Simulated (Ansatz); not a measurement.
H: several calculations on one system

### Relaxation

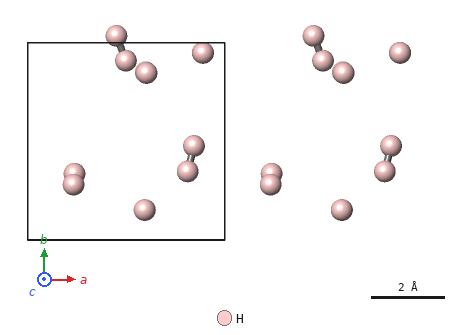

Starting structure of an amorphous cell of composition H. The picture is a ball-and-stick view of the cell of the calculation, repeated 2 × 1 × 1 with one cell outlined, seen along the c axis.

The cell holds 6 H2. The run prepares the start of a later molecular dynamics calculation, from a guessed geometry.

Method: Ansatz, DFT PBE, scalar-relativistic, plane waves, PAW.

Input file:
```yaml
crystal:
  lattice:
    - [5.451362, 0.0, 0.0]
    - [0.0, 5.451362, 0.0]
    - [0.0, 0.0, 5.451362]
  atoms:
    - { symbol: H, position: [0.450677, 1.035825, 0.831051] }
    - { symbol: H, position: [0.4988813, 0.909774, 0.8224728] }
    - { symbol: H, position: [0.8905778, 0.949074, 0.4434158] }
    - { symbol: H, position: [0.8882591, 0.9503018, 0.3082152] }
    - { symbol: H, position: [0.5932392, 0.1522191, 0.5323892] }
    - { symbol: H, position: [0.5951335, 0.1519986, 0.3971767] }
    - { symbol: H, position: [0.8122712, 0.3479545, 0.1757233] }
    - { symbol: H, position: [0.8441039, 0.4772965, 0.1524121] }
    - { symbol: H, position: [0.2332301, 0.2809502, 0.4955477] }
    - { symbol: H, position: [0.2379721, 0.3362922, 0.372256] }
    - { symbol: H, position: [0.6035096, 0.8472575, 0.4285953] }
    - { symbol: H, position: [0.5994541, 0.8510275, 0.2934827] }
basis:
  ecutwfc: 420.0
kpoints:
  mp_grid: { grid: [1, 1, 1] }
hamiltonian:
  xc: pbe
scf:
  occupations: { method: fermi_dirac, width: 0.02 }
  lower_state_search: "off"
relax:
  f_tol: 0.3
  max_steps: 15
  adjacent_minimum: "off"
```

Run as
```bash
ansatz run input.yaml --threads 1 --pin off --max-ram 3072MiB --backend cpu --events-out ev --progress --plain --runs-dir out
```

What does the optimiser find from here?

The largest move is that of H2, 1.18 Å roughly along [−2 0 1]. The cell stays as it was. Some distances before and after: H11–H12 0.737 → 0.749 Å, H1–H2 0.737 → 0.745 Å. After 8 accepted moves (9 points after the start) the energy has fallen by 1.682 eV per cell of the calculation. Largest force component: 1.2 eV/Å at the start, 0.22 eV/Å at the end. 1 step only repeated the SCF at the same geometry. The run took 2.6 s on 1 thread of Intel(R) Xeon(R) Platinum 8488C (Sapphire Rapids) (shared host), peak memory 0.33 GiB.

Final geometry:

```
H
1.0
     5.45136    0.00000    0.00000
     0.00000    5.45136    0.00000
     0.00000    0.00000    5.45136
H
12
Direct
  0.26046 0.06940 0.91180
  0.30641 0.94081 0.91452
  0.98879 0.91637 0.45940
  0.99871 0.89192 0.32483
  0.64449 0.16625 0.68520
  0.66569 0.15876 0.54871
  0.87933 0.36052 0.00613
  0.90266 0.49195 0.97743
  0.24573 0.39678 0.54464
  0.24755 0.46553 0.42681
  0.55611 0.73922 0.29122
  0.55139 0.69246 0.16204
```

The end point in the same view:

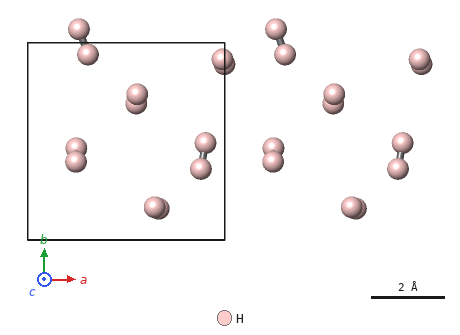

Limits of the set-up: the periodic images lie only 5.5 Å apart, so the values are limited by the cell's size.

### Dynamics

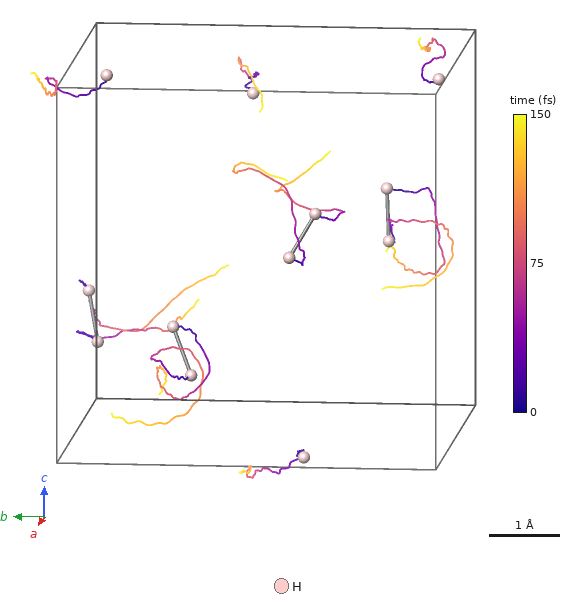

Molecular dynamics of a periodic cell with 6 H2 at 0.124 g/cm³, 150 fs long. Lines trace each atom's path, coloured by time; spheres stand at the starting positions. Seen from a free direction in the simulation cell.

Theory: DFT PBE, scalar-relativistic, plane waves, PAW (Ansatz). Set-up: plane-wave cutoff 420 eV; k-point mesh 1 × 1 × 1; Fermi-Dirac smearing 0.02 eV; Langevin thermostat (NVT); set temperature 300 K; time step 0.5 fs; friction 0.02 per fs.

Q: What do the traces tell about the motion?

A: Root-mean-square distances from the starting positions over the second half, with the common drift of all atoms taken out: H 1.12 Å. The molecules turn and drift from their places.

Limits of the set-up: the periodic images lie only 5.5 Å apart, so the values are limited by the cell's size.

### Dynamics

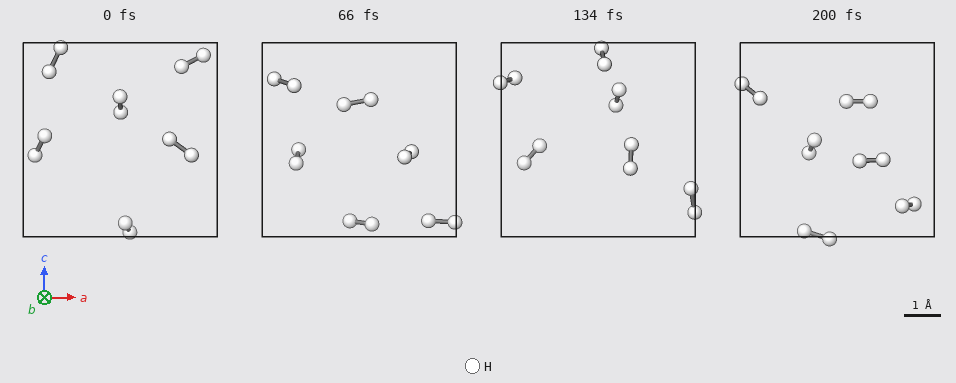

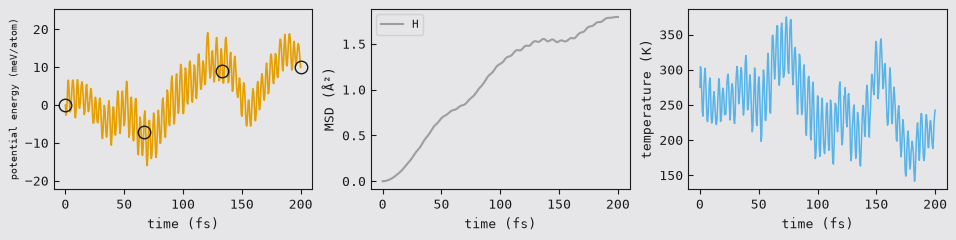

A Born-Oppenheimer molecular dynamics run of a periodic cell with 6 H2 at 0.124 g/cm³, 200 fs long. It starts from the last geometry of an earlier run, with fresh velocities. Frames and the history of the run. A ball-and-stick model of the simulation cell, seen along the b axis. Atoms that leave the cell re-enter on the other side.

Theory: DFT PBE, scalar-relativistic, plane waves, PAW in Ansatz 0.2.0. Set-up: plane-wave cutoff 420 eV; k-point mesh 1 × 1 × 1; Fermi-Dirac smearing 0.02 eV; Langevin thermostat (NVT); set temperature 300 K; time step 0.5 fs; friction 0.005 per fs.

Input file:
```yaml
crystal:
  lattice:
    - [5.451362, 0.0, 0.0]
    - [0.0, 5.451362, 0.0]
    - [0.0, 0.0, 5.451362]
  atoms:
    - { symbol: H, position: [0.1889998, 1.24038059, 0.97185933] }
    - { symbol: H, position: [0.12925232, 1.27597954, 0.84735992] }
    - { symbol: H, position: [1.10656233, 0.65034382, 0.51697355] }
    - { symbol: H, position: [1.05631334, 0.73448006, 0.41671416] }
    - { symbol: H, position: [0.74965718, 0.27305758, 0.5000706] }
    - { symbol: H, position: [0.86296209, 0.27232156, 0.4174452] }
    - { symbol: H, position: [0.92447724, 0.63909881, -0.06727211] }
    - { symbol: H, position: [0.81142366, 0.60142753, -0.12573365] }
    - { symbol: H, position: [0.49447904, 0.44594474, 0.71903325] }
    - { symbol: H, position: [0.498029, 0.55853834, 0.63826195] }
    - { symbol: H, position: [0.52129027, 0.89636348, 0.06771962] }
    - { symbol: H, position: [0.54515974, 1.01852225, 0.01979274] }
basis:
  ecutwfc: 420.0
kpoints:
  mp_grid: { grid: [1, 1, 1] }
hamiltonian:
  xc: pbe
scf:
  occupations: { method: fermi_dirac, width: 0.02 }
  lower_state_search: "off"
md:
  timestep: 0.5
  n_steps: 400
  ensemble: nvt_langevin
  temperature: 300.0
  initial_velocities: maxwell_boltzmann
  seed: 527079
  friction: 0.005
```

Command:
```bash
ansatz run input.yaml --threads 1 --pin off --max-ram 3072MiB --backend cpu --events-out ev --progress --plain --runs-dir out
```

What happens in this trajectory?

In the second half of the run the atoms are, in the root-mean-square, this far from where they began (common drift taken out): H 1.25 Å. The molecules turn and drift from their places. Over the second half the temperature averages 228 K (spread ±42 K). The potential energy in the second half lies on average 8.1 meV per atom above the first frame.

Limits of the set-up: the periodic images lie only 5.5 Å apart, so the values are limited by the cell's size.

Cost: 85 s on 1 thread of Intel(R) Xeon(R) Platinum 8488C (Sapphire Rapids), with other jobs on the host, peak memory 0.32 GiB.
